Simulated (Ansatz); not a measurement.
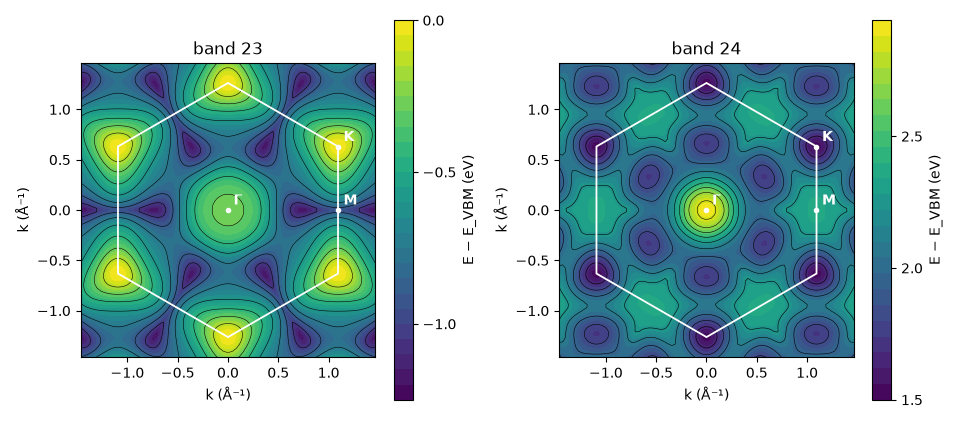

Two bands of a single layer of WSe2 (space group of the slab cell P-6m2) over the plane of the sheet: the highest mostly filled and the lowest mostly empty one.

All numbers here come from DFT PBE, scalar-relativistic, plane waves, PAW; levels and slopes on a dense k mesh at the converged density (Ansatz 0.2.0). No spin polarisation. k mesh for the levels: 72×72×1. Cell and positions as given, without relaxation. The cell comes from a database of computed structures, not from a measurement.

Q: Give both levels and their distance at the named points.

A:
```
point  lower band (eV)  upper band (eV)  distance (eV)
    Γ            −0.27             2.93           3.20
    K             0.00             1.53           1.53
    M            −0.97             2.35           3.32
```

Q: Where are the band edges of the whole zone?

A: The valence band has two equivalent maxima at K, mass 0.42 mₑ in all directions; the conduction band has two equivalent minima at K, mass 0.32 mₑ in all directions. The gap is direct, 1.53 eV at this level of theory (semilocal functionals give gaps that are too small, and can reorder valleys that lie close).

Spin-orbit coupling, left out here, can change the gap, its kind, the place of the band edges and the masses, since the compound holds W and Se.
